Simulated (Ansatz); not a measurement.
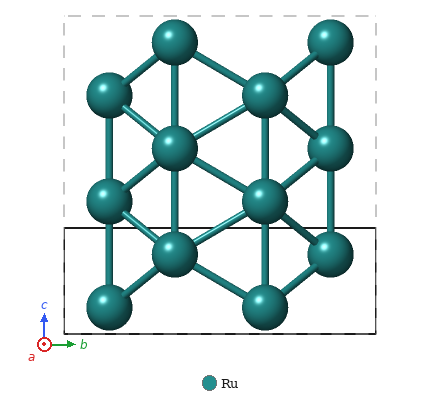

The structure, seen along [100]; the drawing may span several cells.

Given this structure, the geometry relaxed with DFT, BLYP, plane waves (420 eV) with PAW, scalar-relativistic in Ansatz; the starting structure was generated, so it need not be a known form of this composition, written in its standard cell:

```cif
data_structure
_symmetry_space_group_name_H-M 'Cmcm'
_symmetry_Int_Tables_number 63
_cell_length_a 2.7891
_cell_length_b 8.0890
_cell_length_c 2.7523
_cell_angle_alpha 90.000
_cell_angle_beta 90.000
_cell_angle_gamma 90.000
_cell_volume 62.09
loop_
_atom_site_label
_atom_site_type_symbol
_atom_site_symmetry_multiplicity
_atom_site_Wyckoff_symbol
_atom_site_fract_x
_atom_site_fract_y
_atom_site_fract_z
_atom_site_occupancy
Ru1 Ru 4 c 0.00000 0.35504 0.75000 1
```

> What does the kinematic electron diffraction pattern along [100] look like at 300 kV (B = 0.5 Å²)?

The spots form a rectangular net whose two shortest vectors correspond to d = 4.04 Å and 2.75 Å, 90.0° apart. They are 0 2 0 and 0 0 1 (itself extinct). The pattern has symmetry 2mm. The lattice centring (C) removes all reflections that break h + k = 2n; a screw axis and a glide plane both extinguish reflections such as 0 0 1, 0 0 3.

Strongest reflections with d > 0.86 Å, one of each family (|F|² from tabulated Gaussian fits of the electron scattering factors, times a small damping for the curvature of the Ewald sphere):

```csv
hkl,d (Å),I (strongest = 100)
0 2 1,2.275,100
0 4 0,2.022,66
0 0 2,1.376,37
0 4 2,1.138,17
0 6 0,1.348,16
0 6 1,1.211,14
```

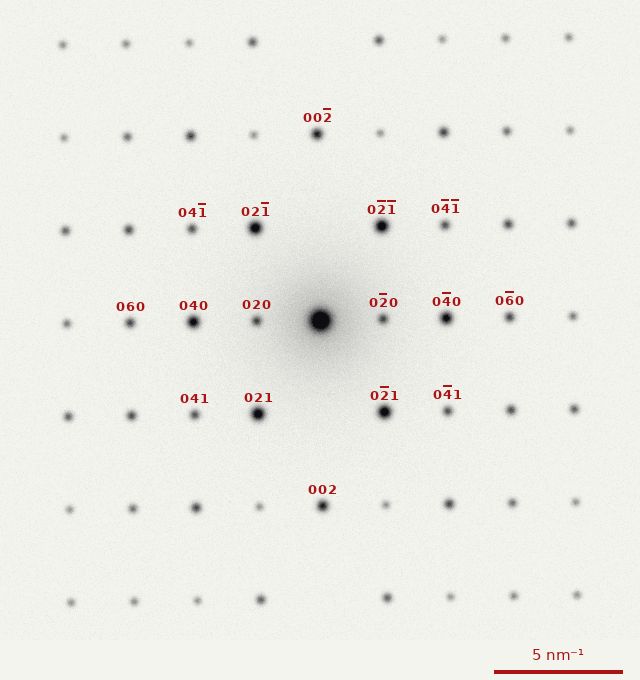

Calculated pattern, seen from the source side with [100] pointing towards the source.
